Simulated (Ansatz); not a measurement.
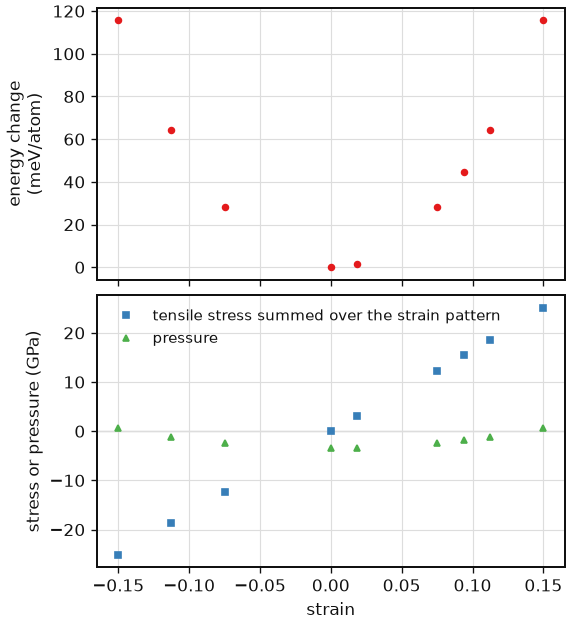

Plotted: energy change, tensile stress summed over the strain pattern and pressure against strain for AlN, space group P6_3/mmc (No. 194).

Structure:
```
CELL_PARAMETERS angstrom
3.31212 0.00000 0.00000
-1.65606 2.86838 0.00000
0.00000 0.00000 4.18756
ATOMIC_POSITIONS crystal
Al 0.33333 0.66667 0.75000
Al 0.66667 0.33333 0.25000
N 0.33333 0.66667 0.25000
N 0.66667 0.33333 0.75000
```

How it was computed, with Ansatz 0.2.0: homogeneous strain of a crystal along one Voigt pattern with engineering shear, fractional coordinates fixed, by plane-wave density functional theory with PAW datasets, free energies less that of the undisturbed cell, pressure positive in compression; scalar-relativistic. Level: PBEsol, no spin polarisation.

wave cutoff 420 eV; k mesh 12×12×6; occupations Gaussian; smearing width 0.05 eV; k shift (0, 0, 0) (mesh steps); start as given; strain pattern (0, 0, 0, 0, 0, 1) (xx yy zz yz xz xy with engineering shear).

The points at strain −0.1125, −0.0375, 0.075 and 0.15 follow from computed ones by symmetry.

The points at strain −0.0375, 0.0375, 0.0562 and 0.1312 are left out of the plot. What values does the calculation give there?

| strain | energy change (meV/atom) | tensile stress summed over the strain pattern (GPa) | pressure (GPa) |
| --- | --- | --- | --- |
| −0.0375 | 7 | −6.1 | −3.204 |
| 0.0375 | 7 | 6.1 | −3.204 |
| 0.0562 | 16 | 9.2 | −2.890 |
| 0.1312 | 88 | 21.8 | −0.337 |

Caveats: reference crystal is not relaxed.
